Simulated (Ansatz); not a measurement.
CsH

Input file:

```
crystal:
  lattice:
    - [0.0, 3.1892664303, 3.3286373733]
    - [3.1892664303, 0.0, 3.3286373733]
    - [3.1892664303, 3.1892664303, 0.0]
  atoms:
    - { symbol: Cs, position: [0.0, 0.0, 0.0] }
    - { symbol: H, position: [0.5, 0.5, 0.5] }
kpoints:
  mp_grid: { grid: [6, 6, 6] }
  band_path:
    path:
      - [0.0, 0.0, 0.0]
      - [0.5, 0.0, 0.5]
      - [0.625, 0.25, 0.625]
      - [0.375, 0.375, 0.75]
      - [0.5, 0.5, 0.5]
      - [0.5, 0.25, 0.75]
      - [0.0, 0.0, 0.5]
    npoints: 1
hamiltonian:
  xc: hse06
scf:
  occupations: { method: fixed }
  n_extra_bands: 4
output:
  forces: true
  stress: true
  eigenvalues: true
  write_density: true
  write_potential: true
  elf: true
  volumetric_format: npy
```

Launched as:

```sh
ansatz run input.yaml --threads 4 --pin off --max-ram 3686MiB --backend cpu --events-out ev --progress --plain --runs-dir out
```

Below, planes, directions and counts refer to the conventional cell (a = 4.51 Å, b = 4.51 Å, c = 6.66 Å, α = 90.00°, β = 90.00°, γ = 90.00°).

Space group I4/mmm; started from the rocksalt prototype, which need not be the ambient phase; changed on purpose from its base cell (uniaxial z strain +4.4%).

Computed with DFT, HSE06, plane waves, PAW (Ansatz).

Predict the valence pseudo-density and electron localisation function between the atoms.

Answer. Cs–H (3.19 Å): ρ at the midpoint is about 0.09 e/Å³; the ELF climbs to about 1 towards the hydrogen.
Cs–H (3.33 Å): ρ at the midpoint is about 0.07 e/Å³; the ELF climbs to about 1 towards the hydrogen.

Metal or insulator at this level of theory?

Answer. It is gapped, with a Kohn–Sham gap of 3.3 eV on the k-point mesh, an upper bound to the gap of this method.

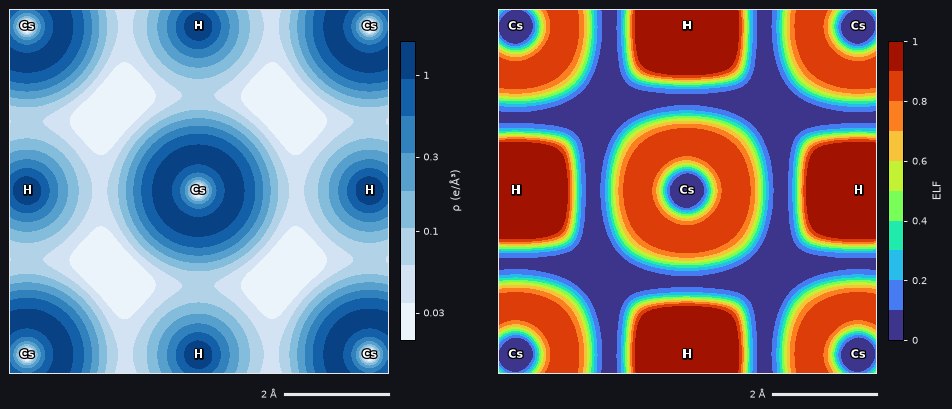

Computed valence pseudo-density and electron localisation function on the (110) plane of the conventional cell, in this order. 

The density is the valence pseudo-density of a PAW calculation; it isn't the true density close to the nuclei.
